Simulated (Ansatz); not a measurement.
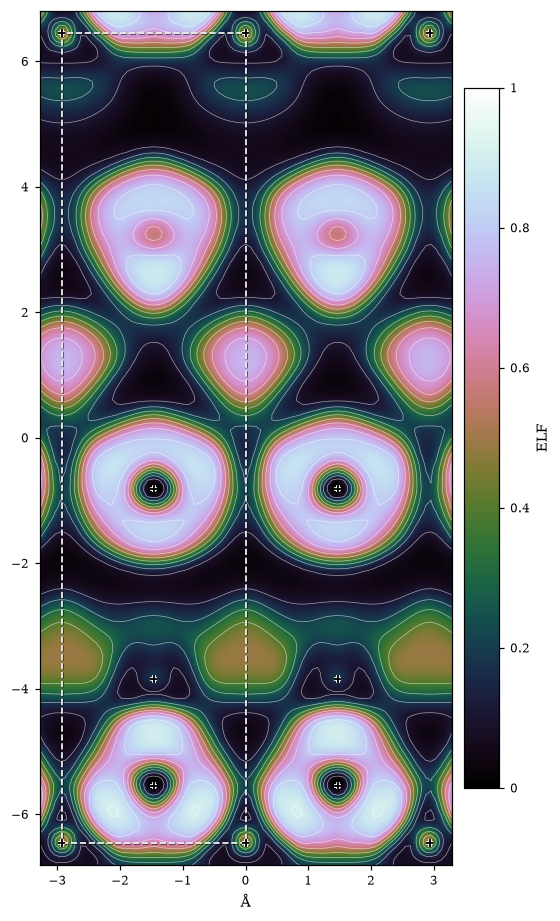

The electron localisation function on a plane through atoms (crosses mark nuclei in the plane).

The calculation used DFT, HSE06, plane waves, PAW (Ansatz 0.2.0).

Candidates:
A. Si$_{3}$N$_{4}$, a = 7.45 Å, b = 7.45 Å, c = 2.93 Å, α = 90.00°, β = 90.00°, γ = 120.00°. Space group P6₃/m; a structure from a database of computed crystals, not necessarily the ambient phase; started from the database structure prototype, which need not be the ambient phase; changed on purpose from its base cell (epitaxial xy strain -2.0%); computed pressure about 8 GPa in this cell.
B. Ga$_{2}$O$_{3}$, a = 4.98 Å, b = 4.98 Å, c = 13.71 Å, α = 90.00°, β = 90.00°, γ = 120.00°. Space group R-3c; started from the corundum prototype, which need not be the ambient phase; changed on purpose from its base cell (uniaxial z strain +2.0%); computed pressure about −4 GPa in this cell.

Which candidate gave the map?

Answer. Candidate A: Si$_{3}$N$_{4}$ on the (110) plane of the conventional cell, which holds Si and N. Si–N (1.71 Å): the ELF peaks at about 0.90 between the atoms; a shared but strongly polarised pair.
